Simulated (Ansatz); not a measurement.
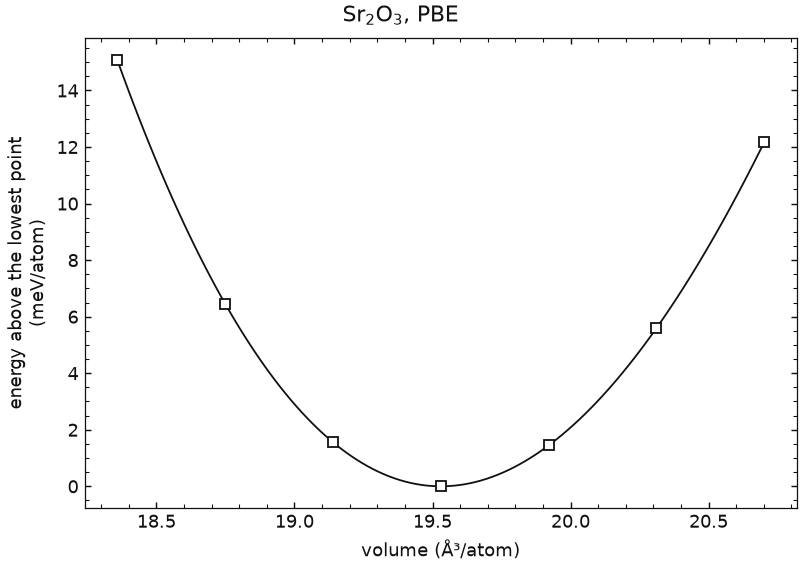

The figure shows the energy above the lowest point against volume for Sr₂O₃, space group Pn-3m (No. 224) (one of a set of cubic test structures, which need not be the stable phase).

How it was computed, with Ansatz 0.2.0 development build: equation of state of a cubic crystal from periodic Kohn-Sham density functional theory without spin, third-order Birch-Murnaghan fit to the free energies; pressure corrected for the finite basis. Level: PBE.

structure type cubic X2O3; atoms in cell 10; space group number 224; lattice centring simple cubic; k mesh 19×19×19; occupation method Fermi–Dirac; occupation width 0.06123 eV; wave cutoff 420 eV; datasets soft-1 PAW; density tolerance 2e−07 eV; bands 48; density cutoff ratio 4; search for lower states default.

Q: How stiff is the solid, and where is its volume at rest?

A: A third-order Birch–Murnaghan fit gives V0 = 19.53 Å³/atom, B0 = 61.6 GPa and B′ = 4.3.

Note: cubic model structure, not the ambient form; no spin polarisation, a magnetic state may lie lower.
